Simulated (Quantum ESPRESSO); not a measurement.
System: As.

The calculation's input:

```
&CONTROL
  calculation = 'scf'
  prefix = 'pwscf'
  outdir = './tmp'
  pseudo_dir = './pseudo'
  tprnfor = .true.
  tstress = .true.
  disk_io = 'low'
/
&SYSTEM
  ibrav = 0
  nat = 1
  ntyp = 1
  ecutwfc = 45
  ecutrho = 360
  nbnd = 7
  occupations = 'smearing'
  smearing = 'fd'
  degauss = 0.00367493
/
&ELECTRONS
  conv_thr = 2d-10
  electron_maxstep = 120
  mixing_beta = 0.5
/
ATOMIC_SPECIES
As    74.9216 as_pbesol_v1.uspp.F.UPF
CELL_PARAMETERS angstrom
   2.5955344746    0.0000000000    0.0000000000
   0.0000000000    2.7036817444    0.0000000000
   0.0000000000    0.0000000000    2.7036817444
ATOMIC_POSITIONS angstrom
As     1.2977672373    1.3518408722    1.3518408722
K_POINTS automatic
10 10 10 0 0 0
```

Run with:

```sh
OMP_NUM_THREADS=1 mpirun -n 2 pw.x -nk 2 -in pw.in > pw.out
OMP_NUM_THREADS=1 mpirun -n 1 pp.x -in pp_density.in > pp_density.out
OMP_NUM_THREADS=1 mpirun -n 1 pp.x -in pp_potential.in > pp_potential.out
```

Below, planes, directions and counts refer to the conventional cell (a = 2.70 Å, b = 2.70 Å, c = 2.60 Å, α = 90.00°, β = 90.00°, γ = 90.00°).

Space group P4/mmm; a structure from a database of computed crystals, not necessarily the ambient phase; computed pressure about 3 GPa in this cell.

Computed with Kohn-Sham DFT of a periodic cell, PBEsol, GBRV 1.5 PBEsol (Quantum ESPRESSO).

> Predict the valence pseudo-density between the atoms.

As–As (2.60 Å): ρ is about 0.42 e/Å³ halfway.

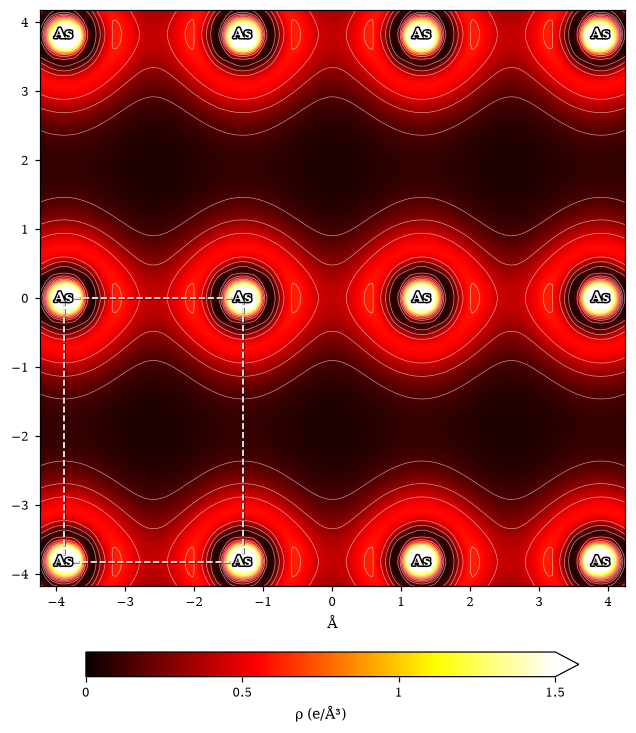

Computed valence pseudo-density on the (11̄0) plane of the conventional cell. 

The density is the valence pseudo-density of a pseudopotential calculation; it isn't the true density close to the nuclei.
